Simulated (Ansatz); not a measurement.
## Electronic structure of As$_{2}$H (slab) in real space

Input

```
crystal:
  lattice:
    - [3.5713387681, 0.0, 0.0]
    - [-1.7856693841, 3.0928700987, 0.0]
    - [0.0, 0.0, 18.3976402524]
  atoms:
    - { symbol: As, position: [0.3333333333, 0.6666666667, 0.2933876398] }
    - { symbol: As, position: [0.6666666667, 0.3333333333, 0.2174191877] }
    - { symbol: H, position: [0.6666666667, 0.6666666667, 0.431992372], spin: 1.0 }
basis:
  ecutwfc: 420
kpoints:
  mp_grid: { grid: [9, 9, 1] }
hamiltonian:
  xc: pbe
  dispersion: d3bj
scf:
  occupations: { method: gaussian, width: 0.05 }
output:
  forces: true
  eigenvalues: true
  populations: true
  write_density: true
  write_potential: true
  elf: true
  volumetric_format: npy
magnetization:
  spin_polarized: true
efield:
  axis: 3
  dipole_correction: true
  ramp_width: 0.04
```

Command:

```sh
ansatz run input.yaml --threads 1 --pin off --max-ram 3072MiB --backend cpu --events-out ev --progress --plain --runs-dir out
```

Spin-polarised.

The calculation used Ansatz, DFT PBE+D3(BJ), scalar-relativistic, plane waves, PAW.

In a PAW calculation such maps are meaningful between the atoms, not at the nuclei.

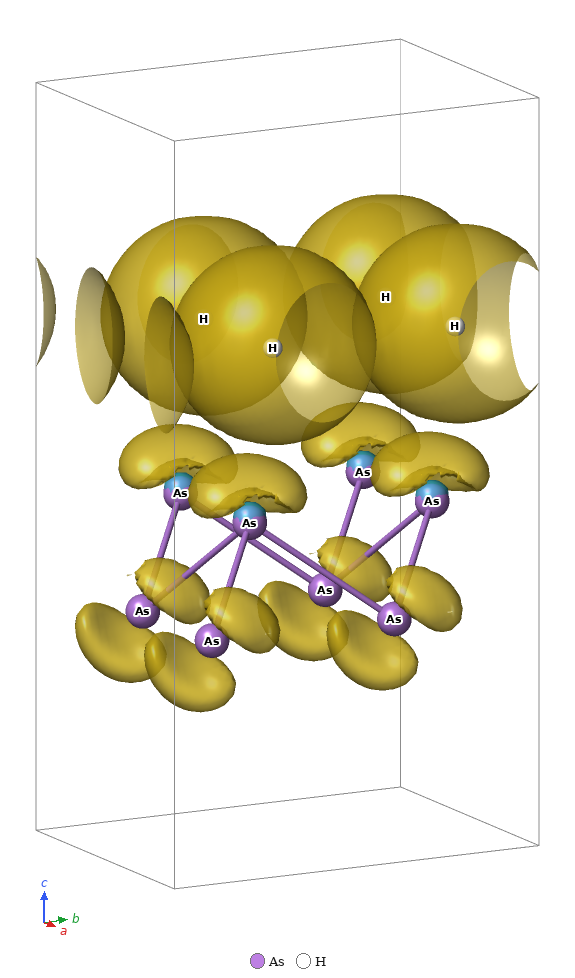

Figure 1. Isosurfaces of the magnetisation density (up minus down) at +0.01 (yellow) and −0.01 e/Å³ (cyan), seen slightly off an axis. Sticks mark near contacts.

### Which atoms carry the moments, and with what signs?

The spin density sits on H: +0.8 μB in one cell of 3 atoms: a single local moment. The cell of the calculation (3 atoms) carries 1.0 μB of net spin moment.

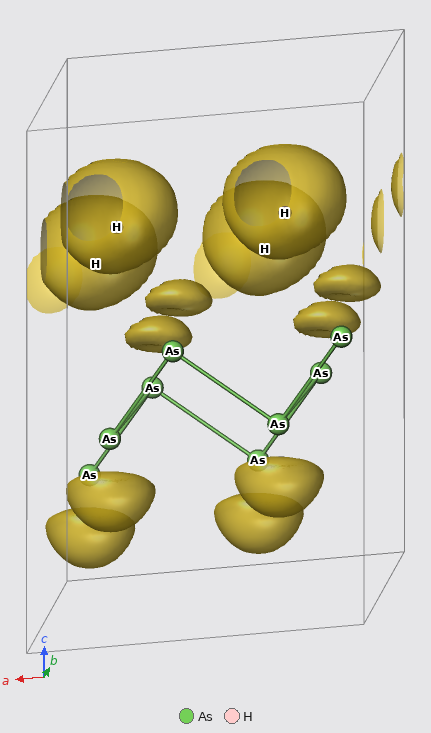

Figure 2. Isosurface of the electron localisation function at 0.8 (yellow), seen at an oblique angle. Only the valence region is drawn (cores and ρ < 0.01 e/Å³ removed). Sticks mark near contacts.

### Identify the bonds, lone pairs and shells in this picture.

The surface consists of one region around a hydrogen nucleus and two lobes on As, pointing away from the bonds (non-bonding electrons), counted in one cell of 3 atoms. Counts are for one cell; the picture repeats the cell along the surface. Along the contacts the grid gives the following. As–As (2.49 Å): the ELF peaks at about 0.75 between the atoms, as expected for localised, covalent bonding. As–H (2.81 Å): the ELF climbs to about 1 towards the hydrogen, as it does in any bond to H.

### Metal or insulator at this level of theory?

It is gapped, with a Kohn–Sham gap of 1.2 eV on the k-point mesh (the band edges may lie off the mesh, which would make the gap smaller).
